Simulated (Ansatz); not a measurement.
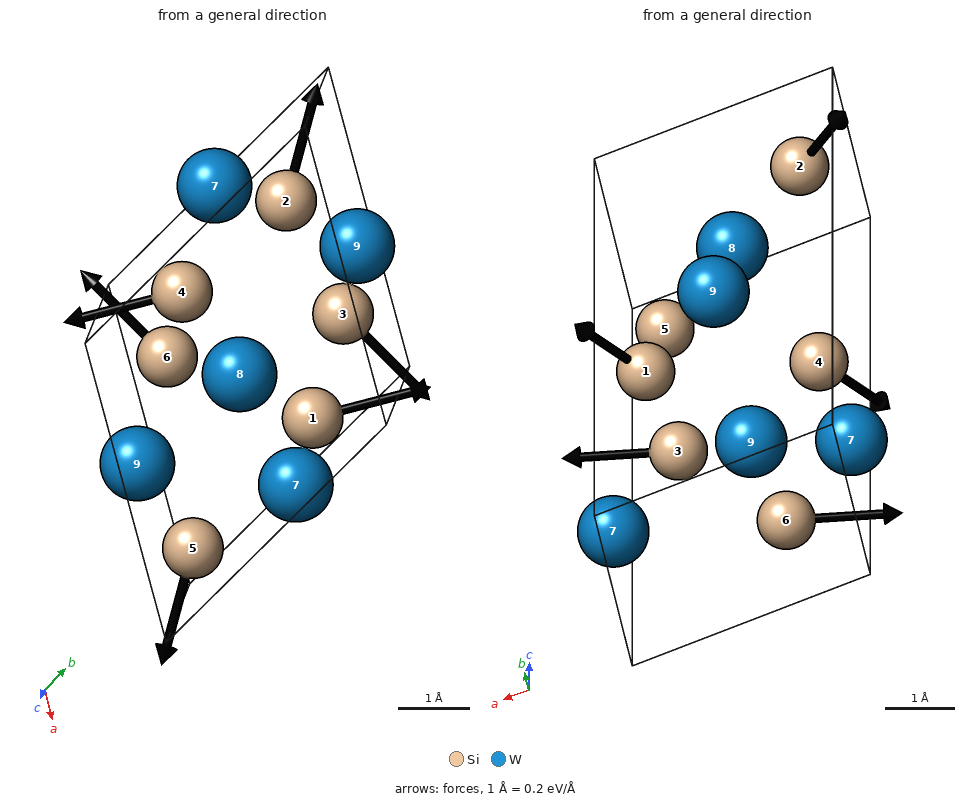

Drawn in the spheres-only manner and seen from two general directions. Thin lines show the simulation cell, with boundary atoms drawn in all their periodic places. The arrows are the computed forces on the atoms.

System: Si2W. Results below were computed with Ansatz, DFT r2SCAN, scalar-relativistic, plane waves, PAW; the settings were 500 eV cutoff, a 12×12×6 grid in reciprocal space, Gaussian smearing of 0.03 eV, no spin polarisation.

> Are the atoms in equilibrium?

No. The atoms still feel forces of up to about 0.27 eV/Å, far above a usual threshold of 0.01 to 0.03 eV/Å.

It goes back to a structure listed in the Materials Project. The cell was then strained or its atoms displaced on purpose. It was run through Ansatz as a DFT input.
